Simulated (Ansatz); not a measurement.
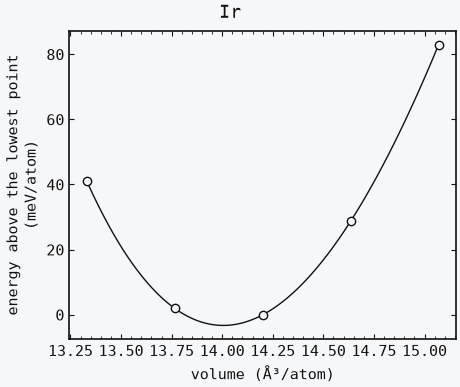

The picture above shows the energy above the lowest point against volume for Ir, space group Fm-3m (No. 225) (one of a set of cubic test structures, which need not be the stable phase).

Computed with Ansatz 0.2.0 development build: equation of state of a cubic crystal from periodic Kohn-Sham density functional theory without spin, third-order Birch-Murnaghan fit to the free energies; pressure corrected for the finite basis. Level: HSE06.

- structure type: fcc
- atoms in cell: 1
- space group number: 225
- lattice centring: face-centred primitive
- k mesh: 6×6×6
- occupation method: Fermi–Dirac
- occupation width: 0.1 eV
- wave cutoff: 700 eV
- datasets: hard PAW
- density tolerance: 0 eV
- bands: 20
- density cutoff ratio: 4
- search for lower states: default
- exchange singularity: regularized

From this curve and the settings, what does the calculation give for the pressure at the same points?

The pressure falls from 22.1 GPa at volume 13.33 Å³/atom to −24.1 GPa at 15.07 Å³/atom, and changes sign near 14.02 Å³/atom.

```csv
volume (Å³/atom),pressure (GPa)
13.33,22.1
13.77,7.1
14.20,-5.3
14.64,-15.6
15.07,-24.1
```

Caveats: coarse k-mesh, values are not converged in k; pseudopotentials made with PBE, not this functional.
